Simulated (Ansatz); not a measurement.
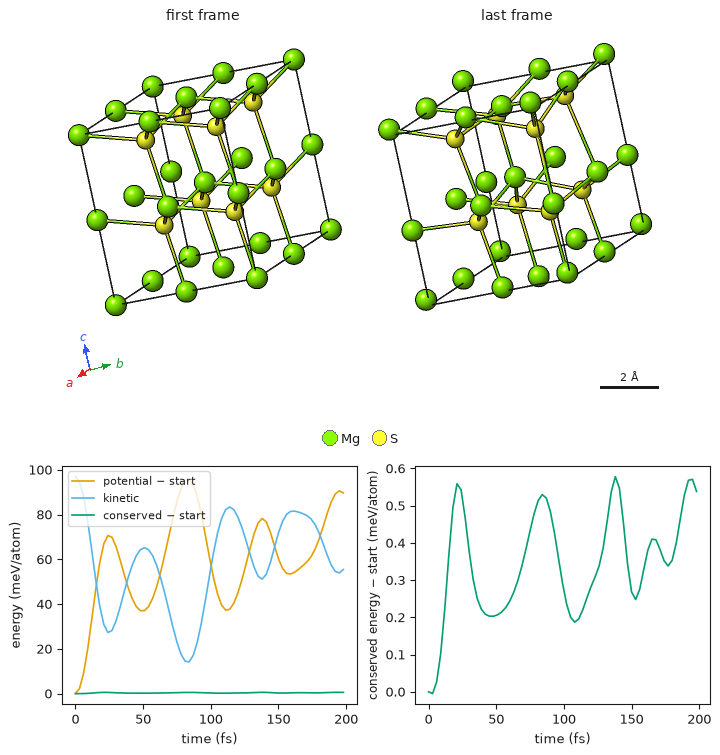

A Born-Oppenheimer molecular dynamics run of a 16-atom cell of MgS (set up in F-43m), 198 fs long. The picture is a ball-and-stick view of the reduced simulation cell, seen slightly off an axis. Bonds to atoms that aren't drawn are left out. Lengths and directions refer to the drawn axes.

All numbers below come from DFT PBE, scalar-relativistic, plane waves, PAW in Ansatz 0.2.0. Run with plane-wave cutoff 420 eV; k-point mesh 2 × 2 × 2; Fermi-Dirac smearing 0.0689 eV; volume 1.02 times that of the relaxed crystal; Nosé-Hoover thermostat (NVT); set temperature 800 K; time step 3 fs.

**Is this trajectory numerically sound?**

The conserved quantity stays between −0.0048 and 0.58 meV per atom of its start. A straight-line fit has a slope that amounts to +0.21 meV per atom over 198 fs (0.4 % of the mean kinetic energy), and the ripple about it is 0.6 % of the kinetic energy's fluctuation. With a drift under 2 % and a ripple under 7 %, the integration is accurate. The mean temperature in the second half is 569 K (standard deviation 90 K). The potential energy in the second half lies on average 62.5 meV per atom above the first frame. The mean pressure there is 0.6 GPa.
